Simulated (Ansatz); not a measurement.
## Ni3Si: one change and its effect

System: Ni3Si (4 atoms in the cell).
Method of run A: DFT PBEsol, scalar-relativistic, plane waves, PAW, no spin polarisation (Ansatz 0.2.0).

The structure derives from an entry of the Crystallography Open Database. Text and figures count atoms from 1; the logs count them from 0 in places.

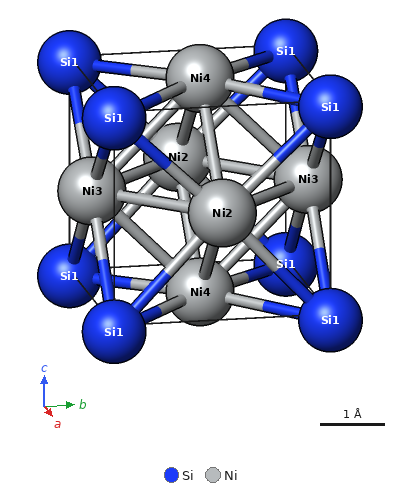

Figure 1. The input geometry (ball-and-stick view of the cell of the calculation, seen slightly off an axis; atoms are numbered from 1 in the order of the input). An atom can appear more than once, as a periodic image.

**Input, run A**
```yaml
crystal:
  lattice:
    - [3.4612457436, 0.0, 0.0]
    - [0.0, 3.4612457436, 0.0]
    - [0.0, 0.0, 3.4612457436]
  atoms:
    - { symbol: Si, position: [0.0, 0.0, -0.028891332] }
    - { symbol: Ni, position: [0.0, 0.5, 0.5] }
    - { symbol: Ni, position: [0.5, 0.0, 0.5] }
    - { symbol: Ni, position: [0.5, 0.5, 0.0] }
basis:
  ecutwfc: 420
kpoints:
  mp_grid: { grid: [14, 14, 14] }
hamiltonian:
  xc: pbesol
scf:
  occupations: { method: gaussian, width: 0.15 }
output:
  forces: true
  stress: true
  eigenvalues: true
```

Command:
```bash
ansatz run input.yaml --threads 1 --pin off --max-ram 2560MiB --backend cpu --events-out ev --progress --plain --runs-dir out
```

Hardware: 1 thread of Intel Xeon @ 2.50GHz (Skylake/Cascade Lake), 32 GiB of memory available, shared host.

**Output, shortened to warnings, some set-up lines, iterations and results (run A)**
```
Basis set: ecut = 420 eV, 799 PW (Γ), exchange–correlation on 48×48×48 points (8 copies of the dense FFT grid, shifted against one another)
Symmetry: 8 space group operations
k-points: 288 of 2744 (time reversal used)
Initial density: superposition of atomic densities (neutral atoms: chi_scale 0, normalization atom), corrected by the library's trained network
[...]
SCF iter   1: F=—  HF=-18038.531917 eV  |F-HF|=—  |Δ(HF+E_count)|=         —  Δρ=2.15e-2  dr2=9.67e-2  ethr=1.77e-3  ⟨swp⟩=5.1  Hψ=35661  notcnv=0
SCF iter   2: F=—  HF=-18038.513726 eV  |F-HF|=—  |Δ(HF+E_count)|=   1.82e-2  Δρ=4.96e-3  dr2=6.04e-3  ethr=1.67e-4  ⟨swp⟩=2.3  Hψ=19236  notcnv=0  defer=215
SCF iter   3: F=—  HF=-18038.512336 eV  |F-HF|=—  |Δ(HF+E_count)|=   1.39e-3  Δρ=1.67e-3  dr2=1.06e-3  ethr=1.04e-5  ⟨swp⟩=1.8  Hψ=11586  notcnv=0  defer=215
SCF iter   4: F=—  HF=-18038.511932 eV  |F-HF|=—  |Δ(HF+E_count)|=   4.04e-4  Δρ=5.01e-4  dr2=1.43e-4  ethr=1.82e-6  ⟨swp⟩=2.0  Hψ=13592  notcnv=0  defer=215
SCF iter   5: F=—  HF=-18038.511903 eV  |F-HF|=—  |Δ(HF+E_count)|=   2.88e-5  Δρ=8.25e-5  dr2=6.72e-6  ethr=2.46e-7  ⟨swp⟩=2.0  Hψ=12305  notcnv=0  defer=215
SCF iter   6: F=—  HF=-18038.511884 eV  |F-HF|=—  |Δ(HF+E_count)|=   1.93e-5  Δρ=2.82e-5  dr2=1.74e-7  ethr=1.16e-8  ⟨swp⟩=2.0  Hψ=14979  notcnv=0  defer=215
SCF iter   7: F=-18038.511884 eV  HF=-18038.511884 eV  |F-HF|=5.72e-9  |Δ(HF+E_count)|=   1.82e-8  Δρ=6.48e-6  dr2=1.24e-8  ethr=1.72e-10  ⟨swp⟩=7.4  Hψ=43181  notcnv=0
SCF 1 converged in 7 iterations: F = -18038.511884 eV  dr2 = 1.24e-8
SCF converged after 7 iterations
Free energy (F): -18038.511884 eV
Harris-Foulkes:  -18038.511884 eV  (|F-HF|=5.72e-9)
Internal energy: -18038.491285 eV  (E = F + TS)
E sigma→0 (E₀):  -18038.501584 eV
Entropy (-TS):   -0.020599 eV (-5.150 meV/atom)
Fermi energy:    18.224973 eV
--- Per-component energies (eV) ---
  E_band       = -806.272326
  E_kinetic    = 900.385145
  E_local      = -11449.403734  (includes V_loc(G=0)·N_el)
  E_nonlocal   = 1933.592190
  E_hartree    = 4882.656661
  E_xc         = -313.502685
  E_vxc        = -382.002027  (∫ρ·V_xc dr)
  E_paw        = -5284.262539  (= ΣΔE_a)
  E_vpaw       = -1574.157833  (= ΣTr[D̂ρ^β])
  E_aug_tail   = 0.001461  (compensation charges beyond the density's cutoff)
  E_ewald      = -8708.581210
  E_core_change = 0.623427  (= ΣΔE_core)
  E_smearing   = -0.020599  (= −TS)
  E_closure    = 0.000000  (closes the sum)
  Σ components = -18038.511884   (vs F -18038.511884, Δ=0.00e0)
--- Forces (eV/Å), atoms counted from 1 ---
  atom   1  Si     0.00000000     0.00000000     0.61379436
  atom   2  Ni     0.00000000     0.00000000    -0.33064199
  atom   3  Ni    -0.00000000     0.00000000    -0.33064199
  atom   4  Ni    -0.00000000     0.00000000     0.04750305
  max |Σ_I F_I| component: 1.34e-5 eV/Å
--- Stress (GPa, compression-positive) ---
        0.475624       0.000000      -0.000000
        0.000000       0.475624       0.000000
       -0.000000       0.000000       0.696365
  P = ⅓ Tr σ = 0.5492 GPa (5.492 kbar)
```

Run B used a changed input.

**The two runs side by side**

```tsv
quantity	run A	run B
outcome	converged	converged
free energy per atom (eV)	−4509.6280	−4509.6328
energy per atom, smearing taken to zero (eV)	−4509.6254	−4509.6302
gap on the mesh (eV)	0.00	0.00
pressure (GPa)	0.55	0.18
largest force (eV/Å)	0.614	0.363
SCF iterations	7	7
irreducible k-points	288	288
plane waves at Γ	799	799
wall time (shared host)	31 s	32 s
```

Which change of the input explains these differences?

The change (lines with − go, lines with + come):
```diff
-    - { symbol: Si, position: [0.0, 0.0, -0.028891332] }
+    - { symbol: Si, position: [0.0, 0.0, -0.0173347992] }
```

With the same functional and potentials, run B lies 4.9 meV per atom lower. The pressure goes from 0.55 to 0.18 GPa. The largest force goes from 0.614 to 0.363 eV/Å. The number of SCF iterations is the same.

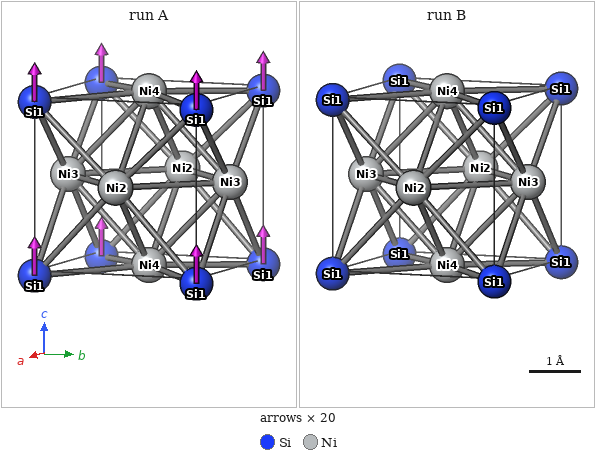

Figure 2. The two input geometries at one scale (ball-and-stick view of the cell of the calculation, seen slightly off an axis). The pink arrows on the first give the shifts of the atoms relative to the cell, magnified 20 times. The largest move is that of Si1, 0.040 Å. Ni stays in place. The lattice vectors keep their values. Among the contacts that change: Si1–Ni2 2.519 → 2.490 Å.

**Output, shortened to warnings, some set-up lines, iterations and results (run B)**
```
Basis set: ecut = 420 eV, 799 PW (Γ), exchange–correlation on 48×48×48 points (8 copies of the dense FFT grid, shifted against one another)
Symmetry: 8 space group operations
k-points: 288 of 2744 (time reversal used)
Initial density: superposition of atomic densities (neutral atoms: chi_scale 0, normalization atom), corrected by the library's trained network
[...]
SCF iter   1: F=—  HF=-18038.551461 eV  |F-HF|=—  |Δ(HF+E_count)|=         —  Δρ=2.15e-2  dr2=9.69e-2  ethr=1.77e-3  ⟨swp⟩=5.1  Hψ=35643  notcnv=0
SCF iter   2: F=—  HF=-18038.533256 eV  |F-HF|=—  |Δ(HF+E_count)|=   1.82e-2  Δρ=4.97e-3  dr2=6.09e-3  ethr=1.67e-4  ⟨swp⟩=2.2  Hψ=19157  notcnv=0  defer=207
SCF iter   3: F=—  HF=-18038.531846 eV  |F-HF|=—  |Δ(HF+E_count)|=   1.41e-3  Δρ=1.67e-3  dr2=1.07e-3  ethr=1.05e-5  ⟨swp⟩=1.8  Hψ=11500  notcnv=0  defer=208
SCF iter   4: F=—  HF=-18038.531435 eV  |F-HF|=—  |Δ(HF+E_count)|=   4.11e-4  Δρ=5.09e-4  dr2=1.46e-4  ethr=1.85e-6  ⟨swp⟩=2.0  Hψ=13664  notcnv=0  defer=208
SCF iter   5: F=—  HF=-18038.531404 eV  |F-HF|=—  |Δ(HF+E_count)|=   3.10e-5  Δρ=8.25e-5  dr2=6.73e-6  ethr=2.52e-7  ⟨swp⟩=2.0  Hψ=12317  notcnv=0  defer=207
SCF iter   6: F=—  HF=-18038.531392 eV  |F-HF|=—  |Δ(HF+E_count)|=   1.18e-5  Δρ=2.76e-5  dr2=1.65e-7  ethr=1.16e-8  ⟨swp⟩=2.0  Hψ=14944  notcnv=0  defer=207
SCF iter   7: F=-18038.531392 eV  HF=-18038.531392 eV  |F-HF|=5.56e-9  |Δ(HF+E_count)|=   2.02e-8  Δρ=6.37e-6  dr2=1.21e-8  ethr=1.72e-10  ⟨swp⟩=7.4  Hψ=43118  notcnv=0
SCF 1 converged in 7 iterations: F = -18038.531392 eV  dr2 = 1.21e-8
SCF converged after 7 iterations
Free energy (F): -18038.531392 eV
Harris-Foulkes:  -18038.531392 eV  (|F-HF|=5.56e-9)
Internal energy: -18038.510599 eV  (E = F + TS)
E sigma→0 (E₀):  -18038.520995 eV
Entropy (-TS):   -0.020794 eV (-5.198 meV/atom)
Fermi energy:    18.226996 eV
--- Per-component energies (eV) ---
  E_band       = -806.080309
  E_kinetic    = 900.238965
  E_local      = -11447.448286  (includes V_loc(G=0)·N_el)
  E_nonlocal   = 1933.518274
  E_hartree    = 4881.820422
  E_xc         = -313.466658
  E_vxc        = -381.956817  (∫ρ·V_xc dr)
  E_paw        = -5284.213514  (= ΣΔE_a)
  E_vpaw       = -1574.074061  (= ΣTr[D̂ρ^β])
  E_aug_tail   = 0.001462  (compensation charges beyond the density's cutoff)
  E_ewald      = -8709.584692
  E_core_change = 0.623427  (= ΣΔE_core)
  E_smearing   = -0.020794  (= −TS)
  E_closure    = 0.000000  (closes the sum)
  Σ components = -18038.531392   (vs F -18038.531392, Δ=0.00e0)
--- Forces (eV/Å), atoms counted from 1 ---
  atom   1  Si     0.00000000     0.00000000     0.36326630
  atom   2  Ni     0.00000000     0.00000000    -0.19625130
  atom   3  Ni    -0.00000000     0.00000000    -0.19625130
  atom   4  Ni    -0.00000000     0.00000000     0.02924190
  max |Σ_I F_I| component: 5.60e-6 eV/Å
--- Stress (GPa, compression-positive) ---
        0.154747       0.000000      -0.000000
        0.000000       0.154747       0.000000
       -0.000000       0.000000       0.236404
  P = ⅓ Tr σ = 0.1820 GPa (1.820 kbar)
```

For both runs: The run has no spin polarisation, so a magnetic state may lie lower.
